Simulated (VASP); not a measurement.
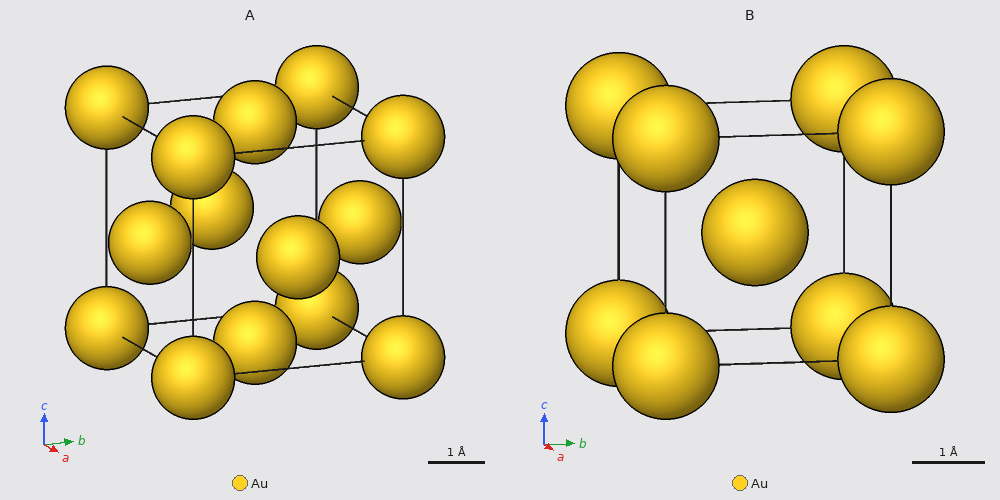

Two structures of Au, each relaxed (cell and atoms) at zero pressure; conventional cells in solid outline, small ones repeated, each panel with its own scale. Alike in all runs: VASP 6.6.1; functional PBEsol; VASP's PAW PBE potentials, release 64 (Au); cutoff 300 eV; occupations gaussian, width 0.1 eV; no spin polarisation; no spin-orbit coupling. The k meshes have like spacings.

Question: Name the structure in each panel.

Answer: A: face-centred cubic (Cu type), Fm-3m; B: body-centred cubic (W type), Im-3m.

Question: Rank them by energy, lowest first.

Answer: A, then B (+21 meV/atom), static energies at zero smearing.

Question: Collect the results in a table.

Answer:
| panel | space group | E − E(lowest) (meV/atom) | volume (Å³/atom) |
| --- | --- | --- | --- |
| A | Fm-3m | 0 | 16.9 |
| B | Im-3m | 21 | 16.9 |

The starts are database entries or structure types tried for this composition, and the most stable form need not be among them. Approximate functionals can misorder forms that lie within a few tens of meV/atom, as they do the rutile and anatase forms of TiO₂.

Caveat: spin-orbit coupling is left out, which matters for Au, if less for volumes and forces than for levels.
